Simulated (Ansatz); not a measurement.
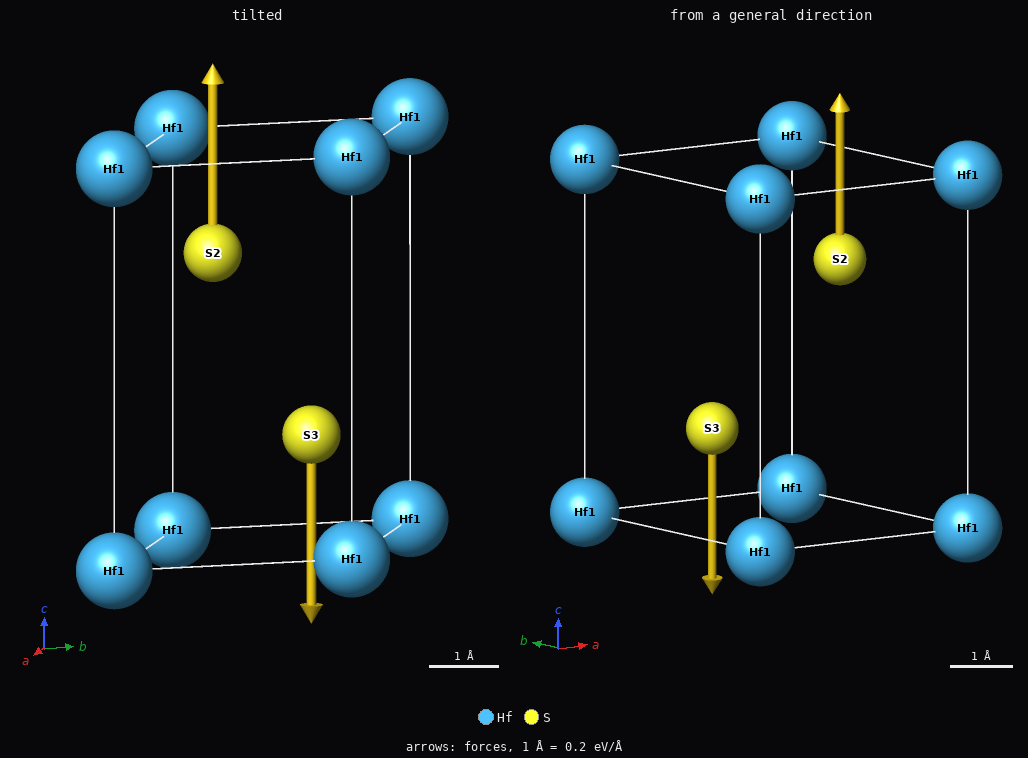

An orthographic spheres-only view of the structure, slightly off an axis and from a general direction. The wireframe shows the simulation cell. The arrows are the computed forces on the atoms.

System: HfS₂. Setup: DFT PBE+D3(BJ), scalar-relativistic, plane waves, PAW in Ansatz; plane waves up to 420 eV, a 12×12×6 mesh of k-points, Gaussian smearing of 0.05 eV, no spin polarisation.

Is the structure at a minimum of the energy?

No. The atoms still feel forces of up to about 0.48 eV/Å, far above a usual threshold of 0.01 to 0.03 eV/Å.

Which atom is furthest from force balance?

S2 and S3, about 0.48 eV/Å.

Its origin is a structure listed in the Materials Project. The cell was then strained or its atoms displaced on purpose. It went into a calculation with Ansatz.
